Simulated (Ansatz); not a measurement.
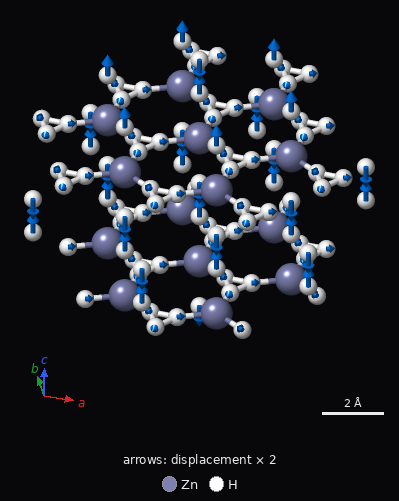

This is a relaxation of a crystal of ZnH5 (a generated structure, set up in P-6m2) (coarse preliminary run). The starting structure is drawn; blue arrows show the displacements (the part carried along by the change of the cell is left out), 2 times their true length.

A ball-and-stick model of the atoms within 5.8 Å of the atom that moves most (axes of the cell of the calculation), seen from a free direction.

Method: DFT PBE, scalar-relativistic, plane waves, PAW in Ansatz. Set-up: plane-wave cutoff 420 eV; k-point mesh 6 × 6 × 4; occupations gaussian; smearing width 0.1 eV; no spin polarisation; cell and atoms relaxed; force threshold 0.04 eV/Å; at most 70 steps.

### Describe the change and its energy.

The largest moves relative to the cell, 0.41 Å, are those of H atoms. Zn stays in place. The volume changes by +119.9 %, with a = b 3.223 → 4.357 Å (+35.2 %), c 4.834 → 5.817 Å (+20.3 %). Some distances before and after: H–H 0.926 → 1.498 Å, H–H 1.305 → 0.755 Å, H–Zn 1.326 → 1.650 Å. New bonds form: H–H (1.31 → 0.75 Å). The space group stays P-6m2 (No. 187). The energy falls by 908 meV per atom in 12 accepted moves (14 points after the start). Largest force component: 1.6 eV/Å at the start, 0.021 eV/Å at the end. The pressure goes from 41.44 to 0.22 GPa. At 2 points the geometry stayed and the basis and grid were re-selected for the new cell (energy shift of 58.1 meV per atom at most each time). Cost: 50 s on 1 thread of Intel(R) Xeon(R) Processor @ 2.70GHz, on a shared host, peak memory 0.4 GiB.
